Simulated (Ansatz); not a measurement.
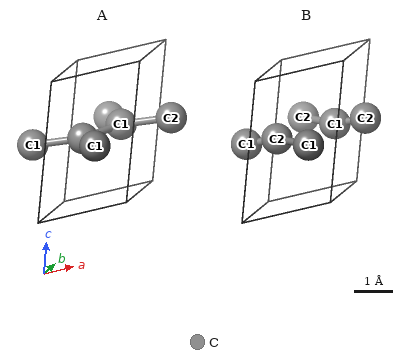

Two geometries of a crystal of C (set up in P-1), drawn at one scale. One is the start of a relaxation, the other its converged end. A ball-and-stick model of the cell of the calculation, reduced to other axes, seen slightly off an axis. Lengths and directions refer to the drawn axes.

Level of theory: Ansatz 0.2.0, DFT r2SCAN, scalar-relativistic, plane waves, PAW. (plane-wave cutoff 500 eV; k-point mesh 12 × 12 × 12; occupations gaussian; smearing width 0.05 eV; no spin polarisation; cell and atoms relaxed; force threshold 0.01 eV/Å; at most 80 steps)

Which geometry has the lower energy?

Structure A is the relaxed one. Case: all atoms moved at random, sigma 0.25 Å for each component; relaxed back. The largest moves relative to the cell, 0.26 Å, are those of C1 and C2. C1 goes roughly along −a. The drawn cell changes as follows: a = b unchanged at 2.456 Å, c 3.794 → 3.780 Å (−0.4 %), α 71.1° → 70.8°, β 71.1° → 71.0°; the volume changes by −0.5 %. Among the contacts that change: C1–C2 1.868 → 1.418 Å, C1–C2 (another image) 0.975 → 1.418 Å, C1–C2 (another image) 1.556 → 1.418 Å. New bonds form: C1–C2 (1.87 → 1.42 Å). Bond angles that change, for instance: C2–C1–C2 151.3° → 120.0°. Within 0.06 Å the space group is P-1 at the start and R-3m at the end; at a tighter tolerance small leftover displacements or strains of the cell lower it. After 9 accepted moves (11 points after the start) the energy has fallen by 9.110 eV per cell of the calculation. Largest force component: 52 eV/Å at the start, 0.00091 eV/Å at the end. Pressure: 145.97 GPa at the start and −0.01 GPa at the end. The SCF was repeated twice at an unchanged geometry on a basis and grid sized afresh for the cell, which shifted the energy by less than 0.05 meV per cell of the calculation at most. The run took 4.3 min on 1 thread of Intel(R) Xeon(R) Platinum 8259CL CPU @ 2.50GHz (Skylake/Cascade Lake), with other jobs on the host, peak memory 0.57 GiB.
